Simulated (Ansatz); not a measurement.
# Molecular dynamics of Al32As (part 5 of 5)

Al32As (defect cell, 33 atoms in the cell); DFT PBE, scalar-relativistic, plane waves, PAW, PAW set soft_1, no spin polarisation (Ansatz 0.2.0); cutoff 420 eV, 2×2×2 k-mesh, Fermi–Dirac smearing of 0.05 eV. One setting was made poor on purpose. It belongs to a series of runs on one base structure; here: dynamics from the start.

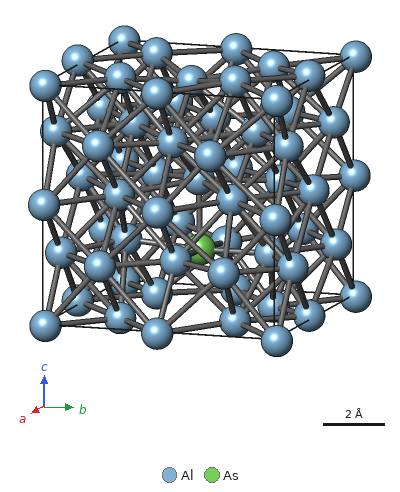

The geometry at step 156 of the log (ball-and-stick view of the cell of the calculation, seen slightly off an axis).

Trajectory as extended XYZ, continued:
```
33
Lattice="8.1000 0.0000 0.0000 0.0000 8.1000 0.0000 0.0000 0.0000 8.1000" Properties=species:S:1:pos:R:3:forces:R:3 step=135 time_fs=405.0 energy=-22053.56854 temperature=754.1
Al    4.0582   -0.1781    0.0018   -0.0039   0.8669  -0.5052
Al    5.9403    1.9878   -0.0700    0.9325  -0.2090   0.7959
Al    6.1151   -0.0318    2.0336    0.7203   0.7786   0.2852
Al   -0.0620   -0.0537    0.0190    0.5197   0.2976  -0.1183
Al    2.1508    1.8969    0.0223   -0.6596   0.2273   0.0185
Al    4.0232    3.8514   -0.4707   -0.0120   1.0588   0.0146
Al    6.1292    6.1373    0.0742   -0.0796  -0.8254  -0.4020
Al    1.7999    0.0275    2.0292    0.5732  -0.4327  -0.3011
Al    4.0029    1.5482    2.1833   -0.1283  -0.0099  -0.3182
Al    6.5764    4.0966    2.1148   -0.6497  -0.3079  -0.5489
Al    3.9594   -0.0471    4.2880    0.6256   0.0025  -0.0833
Al    6.0082    2.0037    4.0314    0.2742  -0.2315   0.2358
Al    6.2111   -0.1068    6.1544   -0.3631   0.1772  -0.4865
Al    0.0868    4.0350   -0.0950   -0.8841  -0.3886  -0.4743
Al    2.1014    6.0246   -0.1361   -0.3932   0.0790   0.2622
Al   -0.0069    1.9813    2.0813   -0.2170  -0.1736  -0.3809
Al    1.6296    4.1394    1.8286   -0.0111  -0.1560   0.8434
Al    4.1129    6.5843    2.0929   -0.7749  -0.8995   0.6744
Al    0.0252   -0.0640    4.0670   -0.5897   0.0638   0.3823
Al    1.9043    1.8571    4.0886    0.4315   0.5192   0.1350
Al    3.8662    4.1250    4.3733    0.6124  -0.4987   0.9301
Al    6.1577    5.9897    4.1609   -0.4076   0.3240  -0.2739
Al    2.0654   -0.0103    6.1675   -0.5437  -0.2563  -0.0873
Al    4.1199    1.8260    6.1828   -0.2446  -0.2548  -1.0937
Al    6.2326    3.8972    5.9828   -0.5632   0.3451   0.2224
Al   -0.0789    6.1964    2.0251    0.6404   0.0373   0.1340
Al    0.1399    4.0345    4.0764   -0.1454  -0.2452  -0.1900
Al    2.0301    6.1809    4.0643   -0.1176  -0.2976  -0.0002
Al   -0.0386    1.9363    6.1149    0.2265  -0.1597   0.0381
Al    1.8739    3.9679    5.9766    0.4570  -0.2621   0.6031
Al    4.1762    6.0897    6.1376   -0.0103  -0.2112  -0.0763
Al    0.0120    5.8801    6.0232    0.0935   0.9247   0.3925
As    4.0486    4.0525    2.0020    0.6920   0.1178  -0.6271
33
Lattice="8.1000 0.0000 0.0000 0.0000 8.1000 0.0000 0.0000 0.0000 8.1000" Properties=species:S:1:pos:R:3:forces:R:3 step=142 time_fs=426.0 energy=-22053.37043 temperature=698.5
Al    4.0129   -0.1502    0.0421    0.0173   0.7799  -1.1160
Al    5.9581    1.9575   -0.1115    0.8887  -0.0521   0.9370
Al    6.1007   -0.0212    2.0600    1.0064   0.5492   0.1870
Al   -0.0761    0.0218   -0.0330    0.6543  -0.1082   0.4246
Al    2.1517    1.9517    0.0270   -0.8293  -0.2015   0.0042
Al    3.9991    3.8079   -0.4141    0.2198   1.4749  -0.0181
Al    6.1579    6.1661    0.0936   -0.2053  -0.7357  -0.4391
Al    1.8101   -0.0006    2.0353    0.4039  -0.1655  -0.4709
Al    3.9961    1.5262    2.1475   -0.0916   0.3281  -0.1824
Al    6.5770    4.1165    2.1087   -0.5693  -0.3275  -0.3343
Al    3.9627   -0.0376    4.2942    0.6038  -0.1229  -0.1407
Al    6.0147    1.9760    3.9972    0.2624  -0.0251   0.3899
Al    6.2210   -0.1204    6.1379   -0.5821   0.2658  -0.4760
Al    0.0696    4.0493   -0.0891   -0.9876  -0.4612  -0.4228
Al    2.0509    6.0246   -0.1874   -0.2390   0.0493   0.4750
Al   -0.0372    1.9753    2.0572    0.0259  -0.1033  -0.2861
Al    1.6319    4.1414    1.8190   -0.0555  -0.2805   0.8755
Al    4.1287    6.5832    2.0550   -0.8435  -0.9718   1.0304
Al    0.0052   -0.0184    4.0724   -0.5515  -0.0002   0.2895
Al    1.9560    1.8606    4.0639    0.1230   0.5063   0.1931
Al    3.8662    4.1030    4.3932    0.3857  -0.3905   0.9467
Al    6.1276    5.9615    4.2355   -0.2727   0.4794  -0.8313
Al    2.0370   -0.0629    6.1411   -0.3298   0.1514   0.0239
Al    4.1344    1.8671    6.1927   -0.4105  -0.7115  -1.3471
Al    6.1932    3.9039    5.9470   -0.4312  -0.0512   0.4778
Al   -0.0298    6.1846    2.0385    0.2286   0.2847   0.0522
Al    0.1607    4.0454    4.1118   -0.2376  -0.4064  -0.4978
Al    1.9659    6.2165    4.0420    0.1985  -0.5290   0.1549
Al    0.0092    1.9356    6.1628    0.0262   0.0436  -0.3303
Al    1.8756    3.9430    6.0189    0.5002  -0.0901   0.3973
Al    4.1593    6.0762    6.1372   -0.0564  -0.1860   0.2064
Al   -0.0456    5.8495    6.0485    0.3781   1.0244   0.3251
As    4.0416    4.0829    2.0322    0.7702  -0.0169  -0.4976
33
Lattice="8.1000 0.0000 0.0000 0.0000 8.1000 0.0000 0.0000 0.0000 8.1000" Properties=species:S:1:pos:R:3:forces:R:3 step=149 time_fs=447.0 energy=-22053.43658 temperature=642.3
Al    4.0484   -0.1469    0.0113   -0.0490   0.7367  -0.4104
Al    5.9262    1.9891   -0.0762    1.1105  -0.3370   0.8440
Al    6.1764    0.0032    2.0704    0.1485   0.3692   0.0442
Al   -0.0778    0.0511   -0.0708    0.5725  -0.2089   0.3867
Al    2.1566    1.9571    0.0155   -0.7116  -0.1765   0.2929
Al    4.0429    3.8001   -0.4269    0.0796   1.7765   0.2783
Al    6.1630    6.1670    0.1161   -0.2002  -0.6980  -0.5284
Al    1.7916    0.0197    2.0163    0.6590  -0.2170  -0.4241
Al    4.0285    1.4989    2.2076   -0.2316   0.5512  -0.5961
Al    6.5801    4.0909    2.0997   -0.5722  -0.0210  -0.2189
Al    4.0016   -0.0581    4.2601    0.2813  -0.1060   0.3407
Al    5.9941    1.9938    4.0540    0.4461  -0.0581   0.2806
Al    6.1792   -0.1471    6.1298   -0.1924   0.4668  -0.3652
Al    0.0385    4.0388   -0.0878   -0.5858  -0.3325  -0.1524
Al    2.0889    5.9992   -0.1620   -0.4190   0.1437   0.4709
Al   -0.0556    1.9754    2.0651    0.1944  -0.0366  -0.3390
Al    1.6142    4.1775    1.8923   -0.0797  -0.2993   0.3328
Al    4.1123    6.5626    2.1029   -0.5091  -0.3094   0.4931
Al   -0.0038   -0.0375    4.0315   -0.4347   0.1860   0.6977
Al    1.9463    1.8750    4.0511    0.1825   0.2799   0.2435
Al    3.8286    4.0582    4.4002    0.5715  -0.0996   0.8988
Al    6.1365    5.9605    4.2423   -0.3584   0.2911  -0.7776
Al    2.0389   -0.0422    6.1637   -0.2583   0.0882  -0.1673
Al    4.1400    1.8950    6.1808   -0.4336  -1.0718  -1.4335
Al    6.2135    3.9232    5.9932   -0.4521   0.0508   0.2250
Al   -0.0547    6.2523    2.0286    0.3679  -0.3427   0.0175
Al    0.1905    4.0485    4.0817   -0.4005  -0.4910  -0.0975
Al    1.9479    6.1929    4.1040    0.4280  -0.2884  -0.1055
Al    0.0318    1.9541    6.1580   -0.2288  -0.1044  -0.3922
Al    1.9044    3.8977    6.0791    0.2749   0.0358   0.2009
Al    4.1410    6.1300    6.1681    0.0023  -0.6800  -0.1615
Al    0.0201    5.8160    5.9992    0.1132   1.2211   0.6860
As    4.0427    4.1049    2.0288    0.6848  -0.3187  -0.5643
33
Lattice="8.1000 0.0000 0.0000 0.0000 8.1000 0.0000 0.0000 0.0000 8.1000" Properties=species:S:1:pos:R:3:forces:R:3 step=156 time_fs=468.0 energy=-22053.43924 temperature=560.6
Al    4.0802   -0.1465    0.0497   -0.2096   0.8997  -0.9510
Al    5.9044    1.9588   -0.0723    1.2075  -0.2299   0.9664
Al    6.1777   -0.0121    2.0636    0.1181   0.5430  -0.0052
Al   -0.0931    0.0611   -0.0673    0.5555  -0.3406   0.6790
Al    2.1233    1.9463    0.0641   -0.4400  -0.0420   0.0851
Al    4.0535    3.8280   -0.3989   -0.1187   1.2998  -0.0831
Al    6.1528    6.0692    0.1237   -0.0456  -0.3582  -0.4568
Al    1.8484    0.0316    2.0523    0.3800  -0.1536  -0.4843
Al    4.0789    1.5474    2.2351   -0.3086   0.4333  -0.5821
Al    6.5603    4.1228    2.1202   -0.4536  -0.2633  -0.2407
Al    3.9553   -0.0405    4.2632    0.4474  -0.1122   0.4029
Al    6.0109    1.9462    4.1073    0.3989   0.0817   0.1191
Al    6.1999   -0.1799    6.1506   -0.4215   0.4067  -0.4473
Al    0.0546    4.0242   -0.0498   -0.8802  -0.3745  -0.6636
Al    2.0739    6.0268   -0.1366   -0.3097   0.1635   0.3355
Al   -0.0604    1.9796    2.0701    0.1129   0.0745  -0.3267
Al    1.5894    4.1997    1.8506    0.1349  -0.2058   0.8027
Al    4.1176    6.6015    2.0729   -0.5250  -0.8112   0.9372
Al   -0.0347    0.0354    4.0259   -0.2515  -0.1655   0.7381
Al    1.9127    1.8814    4.0785    0.3592   0.4385   0.1665
Al    3.8834    4.0195    4.3743    0.3086  -0.0750   1.4187
Al    6.1320    5.9512    4.2086   -0.3286   0.3174  -0.3850
Al    1.9731   -0.0088    6.1964    0.1038  -0.0513  -0.2191
Al    4.1506    1.8631    6.1863   -0.6965  -0.7500  -1.1390
Al    6.1957    3.8842    6.0351   -0.2121   0.3744   0.0195
Al   -0.0720    6.3065    2.1062    0.5846  -0.5661  -0.2321
Al    0.1936    4.0870    4.0683   -0.3363  -0.4012   0.0912
Al    2.0008    6.2390    4.1220    0.0497  -0.5134   0.0145
Al   -0.0077    1.9337    6.1356   -0.0910   0.1659  -0.2090
Al    1.8951    3.9047    6.0809    0.4440   0.0332   0.1462
Al    4.1602    6.1220    6.1781   -0.1759  -0.5827  -0.2183
Al    0.0140    5.8640    6.0480    0.0643   0.8196   0.3758
As    4.0174    4.1146    2.0326    0.5347  -0.0548  -0.6551
33
Lattice="8.1000 0.0000 0.0000 0.0000 8.1000 0.0000 0.0000 0.0000 8.1000" Properties=species:S:1:pos:R:3:forces:R:3 step=163 time_fs=489.0 energy=-22053.46408 temperature=598.9
Al    4.0838   -0.1433    0.0199   -0.2404   0.5641  -0.3893
Al    5.9052    1.9489    0.0038    1.1124   0.0497   0.4622
Al    6.1996    0.0099    1.9721   -0.1489   0.1393   0.3363
Al   -0.0881    0.0694   -0.0391    0.6020  -0.2750   0.1025
Al    2.0772    1.9459    0.0768   -0.2003  -0.1522   0.0254
Al    3.9956    3.8570   -0.3597    0.1564   0.9889  -0.6455
Al    6.2045    6.0705    0.0948   -0.4012  -0.4356  -0.4542
Al    1.8976    0.0105    2.0758    0.0618   0.0119  -0.6142
Al    4.1257    1.5823    2.2404   -0.5042   0.0622  -0.5296
Al    6.5314    4.1298    2.0924   -0.1378  -0.4880   0.0176
Al    3.9431   -0.0903    4.2284    0.6433   0.5159   0.8224
Al    5.9931    1.9007    4.1244    0.4349   0.2617   0.1588
Al    6.1248   -0.2156    6.1409   -0.1704   0.6456  -0.3091
Al    0.0995    3.9892   -0.0232   -0.9860  -0.1582  -0.6643
Al    2.1036    6.0261   -0.1262   -0.5954   0.2820   0.4433
Al   -0.0574    1.9486    2.0370    0.1831   0.4035  -0.0595
Al    1.6664    4.1635    1.8848   -0.6107  -0.0646   0.5589
Al    4.0897    6.5984    2.1449   -0.0367  -0.8039   0.0504
Al   -0.0679    0.0625    4.0277   -0.1823  -0.4471   0.4784
Al    1.9308    1.8715    4.0765    0.4075   0.4966   0.1270
Al    3.9045    4.0371    4.4201    0.1552  -0.2470   0.8523
Al    6.1132    5.8943    4.2356   -0.2125   0.5036  -0.5992
Al    1.9856    0.0394    6.1764    0.0260  -0.1966  -0.0342
Al    4.1685    1.8780    6.2265   -0.6944  -0.6938  -1.1882
Al    6.1805    3.9134    6.0428   -0.0635   0.0948   0.2678
Al   -0.0850    6.2665    2.0696    0.7831  -0.3145   0.0757
Al    0.2619    4.0896    4.0470   -0.7222  -0.2622   0.1561
Al    1.9937    6.2894    4.1180   -0.2598  -0.7977   0.0902
Al   -0.0023    1.9514    6.0870   -0.3196   0.0775   0.0620
Al    1.8666    3.9339    6.1050    0.5233   0.0073  -0.0056
Al    4.0631    6.1052    6.1580    0.1211  -0.4108  -0.1085
Al   -0.0059    5.9447    6.0561    0.2755   0.4311   0.3248
As    4.0169    4.0904    2.0116    1.0009   0.2114   0.1893
33
Lattice="8.1000 0.0000 0.0000 0.0000 8.1000 0.0000 0.0000 0.0000 8.1000" Properties=species:S:1:pos:R:3:forces:R:3 step=170 time_fs=510.0 energy=-22053.23183 temperature=508.5
Al    4.1183   -0.1106   -0.0013   -0.3495   0.3648  -0.3209
Al    5.9262    1.9537    0.0044    0.9236   0.1998   0.2575
Al    6.1747    0.0019    1.9819   -0.0724   0.2380   0.2564
Al   -0.1266    0.0316   -0.0796    0.6438  -0.0393   0.4129
Al    2.0974    1.9430    0.0671   -0.3569  -0.1043   0.3635
Al    3.9923    3.9237   -0.4063    0.1819   0.8440  -0.4953
Al    6.2251    6.0257    0.1224   -0.5690  -0.1675  -0.6797
Al    1.8927   -0.0252    2.1467    0.0194   0.3446  -0.8680
Al    4.1088    1.6105    2.2528   -0.5069  -0.4046  -0.6027
Al    6.5222    4.1994    2.0864   -0.0348  -0.8487   0.1447
Al    3.9933   -0.1036    4.1818    0.1347   0.4156   1.2145
Al    5.9425    1.8819    4.1729    0.6040   0.3481   0.0357
Al    6.0948   -0.1968    6.1290   -0.1410   0.6074  -0.2364
Al    0.1146    4.0020   -0.0391   -0.9367  -0.1925  -0.4743
Al    2.1017    6.0651   -0.1717   -0.5302   0.0873   0.6271
Al   -0.0910    1.9531    2.0597    0.1688   0.4433  -0.2179
Al    1.6515    4.1244    1.9135   -0.5128   0.1033   0.4020
Al    4.0721    6.6219    2.1249   -0.0924  -1.4077  -0.2000
Al   -0.0970    0.0836    4.0196   -0.1184  -0.4583   0.6002
Al    1.9225    1.8952    4.0894    0.4469   0.2664  -0.0121
Al    3.8698    3.9950    4.4492    0.3096   0.0063   0.3707
Al    6.1224    5.8811    4.2570   -0.3757   0.5552  -0.8050
Al    1.9185    0.0879    6.2310    0.4595  -0.5260  -0.5545
Al    4.0961    1.8973    6.2181   -0.4397  -0.7501  -0.9215
Al    6.1757    3.9056    6.0235   -0.0359   0.0038   0.3939
Al   -0.0884    6.2842    2.0930    0.8876  -0.3018  -0.0016
Al    0.2614    4.1240    4.0730   -1.0044  -0.4543  -0.1947
Al    1.9367    6.2578    4.1637    0.2341  -0.4220   0.1245
Al    0.0440    1.9793    6.0552   -0.8027   0.0197   0.2324
Al    1.8337    3.9169    6.0750    0.7231   0.2470   0.3477
Al    4.0848    6.1069    6.1227   -0.0523  -0.2189  -0.0451
Al   -0.0412    5.9715    6.0380    0.3452   0.3932   0.5594
As    4.0198    4.0263    1.9910    0.8494   0.8084   0.2866
```

Summary:

- outcome: finished
- mean temperature over the second half: 606 K
- trajectory: 170 steps, 510 fs
- ensemble: nvt_langevin
- temperature in the input: 600.0 K
- time step: 3.0 fs
- electrons treated: 111
- potential energy (free energy of the electrons) (last step): −22053.2318 eV
- Fermi energy (last step): 8.325 eV
- largest force (length of the vector) (last step): 1.425 eV/Å
- wall time: 22 min (CPU time 44 min)
- peak memory: 1.3 GiB

A deliberately poor setting: heavy friction. The input asks for low accuracy.
